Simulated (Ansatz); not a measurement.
Input

```
crystal:
  lattice:
    - [3.9827722569, 0.0, 0.0]
    - [0.0, 3.9827722569, 0.0]
    - [0.0, 0.0, 4.9411]
  atoms:
    - { symbol: Zn, position: [0.0, 0.0, 0.0] }
    - { symbol: Zn, position: [0.5, 0.5, 0.0] }
    - { symbol: Se, position: [0.0, 0.5, 0.2796655406] }
    - { symbol: Se, position: [0.5, 0.0, 0.7203344594] }
basis:
  ecutwfc: 520.0
kpoints:
  mp_grid: { grid: [8, 8, 6] }
hamiltonian:
  xc: lda
scf:
  occupations: { method: gaussian, width: 0.05 }
output:
  forces: true
  stress: true
  eigenvalues: true
  write_density: true
  write_potential: true
  elf: true
  volumetric_format: npy
```

Launched as:

```sh
ansatz run input.yaml --threads 1 --pin off --max-ram 2048MiB --backend cpu --events-out ev --progress --plain --runs-dir out
```

Below, planes, directions and counts refer to the conventional cell (a = 3.98 Å, b = 3.98 Å, c = 4.94 Å, α = 90.00°, β = 90.00°, γ = 90.00°).

Space group P4/nmm; a structure from a database of computed crystals, not necessarily the ambient phase; not relaxed (largest force 0.9 eV/Å); computed pressure about 5 GPa in this cell.

Level of theory: DFT LDA, scalar-relativistic, plane waves, PAW (Ansatz 0.2.0).

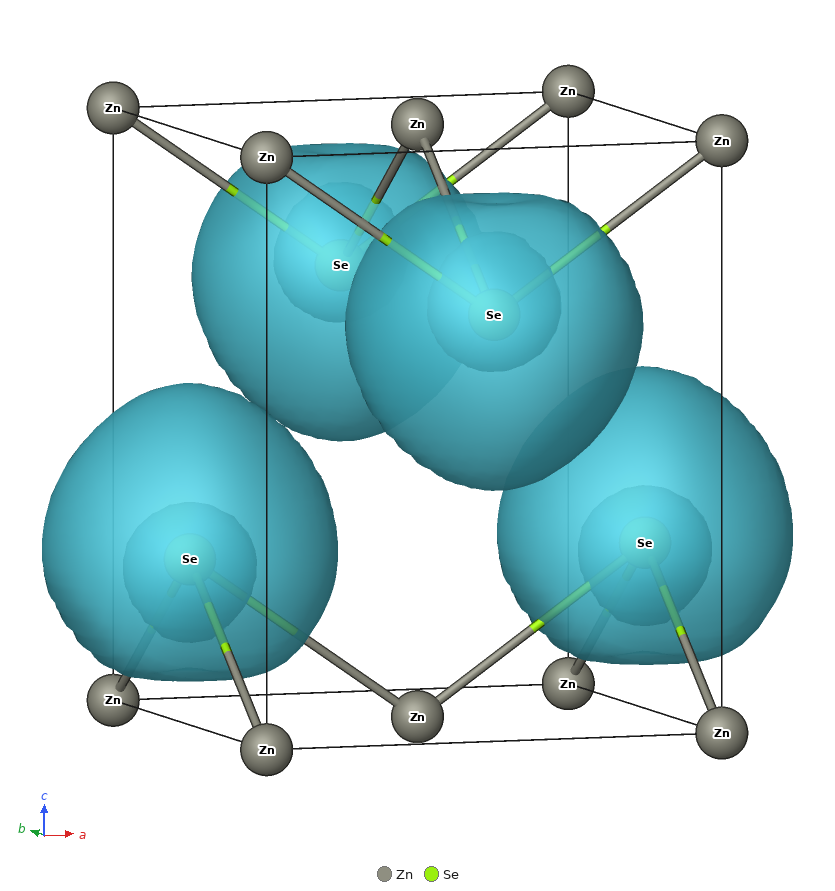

ZnSe. Isosurface of the electron localisation function at 0.65 (cyan), seen slightly off an axis. Only the valence region is drawn (cores and ρ < 0.01 e/Å³ removed). Sticks mark near contacts.

Core electrons are frozen (PAW), and the valence fields are smoothed inside the atomic spheres.

**Where are the electrons localised?**

The ELF exceeds this value in two regions wrapped around Se (the valence shell of each), counted in one cell of 4 atoms. Any copies at cell faces, edges or corners count once.

Values along the shortest contacts:
Zn–Se (2.42 Å): the ELF is about 0.55 at the midpoint.

**Does the calculation make it a metal, or give it a gap?**

It is gapped, with a Kohn–Sham gap of 1.2 eV on the k-point mesh (the band edges may lie off the mesh, which would make the gap smaller).
